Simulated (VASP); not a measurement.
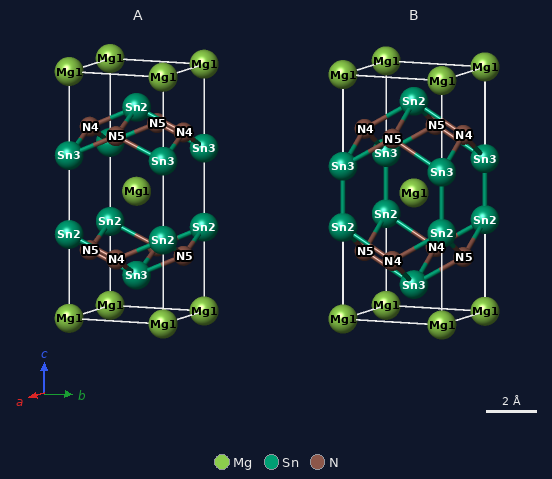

Two geometries of a crystal of MgSn$_{2}$N$_{2}$ (a generated structure, set up in I4/mmm), drawn at one scale. One is the start of a relaxation, the other its converged end. Style: ball-and-stick. Shown: the conventional cell (2 times the calculation's cell), slightly off an axis. Lengths and directions refer to the drawn axes.

All numbers below come from Kohn-Sham DFT of a periodic cell, PBE, VASP PAW PBE potentials, recommended in VASP. Set-up: plane-wave cutoff 520 eV; k-point mesh 5 × 5 × 5; occupations gaussian; smearing width 0.15 eV; no spin polarisation.

Which geometry has the lower energy?

Structure A is the relaxed one. The run lets cell and atoms move. The largest moves relative to the cell, 0.35 Å, are those of Sn2 and Sn3. Sn3 goes along +c. N and Mg stay in place. Cell: a = b 4.349 → 4.135 Å (−4.9 %), c 9.957 → 10.054 Å (+1.0 %). Volume −8.7 %. Among the contacts that change: Sn2–Sn3 2.489 → 3.217 Å, Sn2–N4 2.506 → 2.257 Å. Among the angles between lasting bonds that change: N4–Sn3–N4 120.4° → 132.7°, Sn2–N4–Sn2 120.4° → 132.7°, N4–Sn3–N5 75.7° → 80.7°. The space group stays I4/mmm (No. 139). After 8 geometry steps the energy has fallen by 471 meV per atom. The largest force component goes from 6.7 to 0.0056 eV/Å. Pressure: −7.02 GPa at the start and 0.00 GPa at the end. It ran on 1 thread of Intel(R) Xeon(R) 6975P-C (Granite Rapids), on a shared host.
